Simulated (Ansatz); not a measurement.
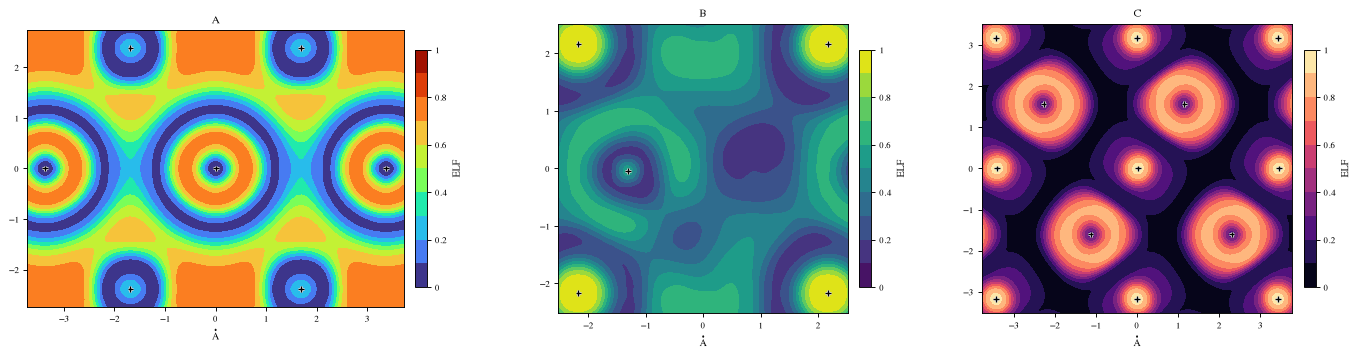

The ELF of 3 systems, each on a plane through atoms (crosses mark nuclei in the plane).

Computed with DFT r2SCAN, scalar-relativistic, plane waves, PAW (Ansatz).

System 1: ScAl, the (011̄) plane of the conventional cell. Space group Pm-3m; a structure from a database of computed crystals, not necessarily the ambient phase.

```
Sc Al
1.0
     3.37035    0.00000    0.00000
     0.00000    3.37035    0.00000
     0.00000    0.00000    3.37035
Sc Al
1 1
Direct
  0.50000 0.50000 0.50000
  0.00000 0.00000 0.00000
```

System 2: CoSi, the (100) plane of the conventional cell. Space group P2₁3; changed on purpose from its base cell (volume × 0.97, shape and atoms relaxed); computed pressure about 8 GPa in this cell; computed without spin polarisation.

System 3: CuO, the (101̄) plane of the conventional cell. Space group Cc; not relaxed (largest force 0.8 eV/Å); spin-polarised.

> Match each panel to its system.

Panel A is system 1, ScAl: the plane holds Sc and Al. Sc–Al (2.92 Å): the ELF peaks at about 0.60 in the valence shell of Al, 1.1 Å from its nucleus, and is about 0.30 at the midpoint: no shared electron pair shows on this line. Panel B is system 2, CoSi: the plane holds Co and Si. Co–Si (2.29 Å): the ELF peaks at about 0.65 in the valence shell of Si, 0.9 Å from its nucleus, and is about 0.45 at the midpoint. Panel C is system 3, CuO: the plane holds Cu and O. Cu–O (1.93 Å): the ELF peaks at about 0.85 in the valence shell of O, 0.6 Å from its nucleus, and is about 0.20 at the midpoint (no shared electron pair shows on this line).
